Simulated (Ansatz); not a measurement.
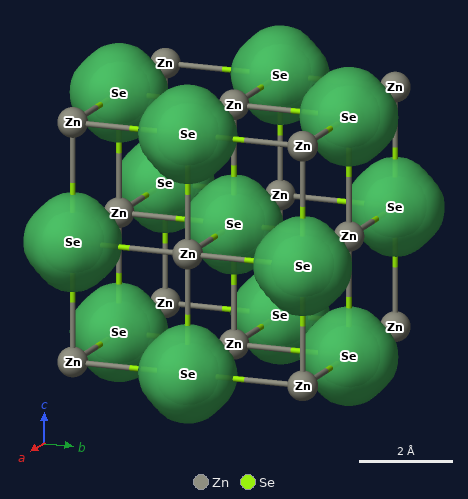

ZnSe. Isosurface of the ELF at 0.75 (green), seen slightly off an axis. Only the valence region is drawn (cores and ρ < 0.01 e/Å³ removed). Sticks mark near contacts.

Space group Fm-3m.

Theory: DFT, PBE, PAW with Ansatz's default frozen-core files, scalar-relativistic (Ansatz).

Core electrons are frozen (PAW), and the valence fields are smoothed inside the atomic spheres.

Describe the localisation domains.

Answer. The surface consists of four regions wrapped around Se (the valence shell of each), counted in one cell of 8 atoms. Regions shared between cells count once. Along the contacts the grid gives the following. Zn–Se (2.68 Å): the ELF is about 0.50 at the midpoint and 0.15 at its lowest between the atoms.
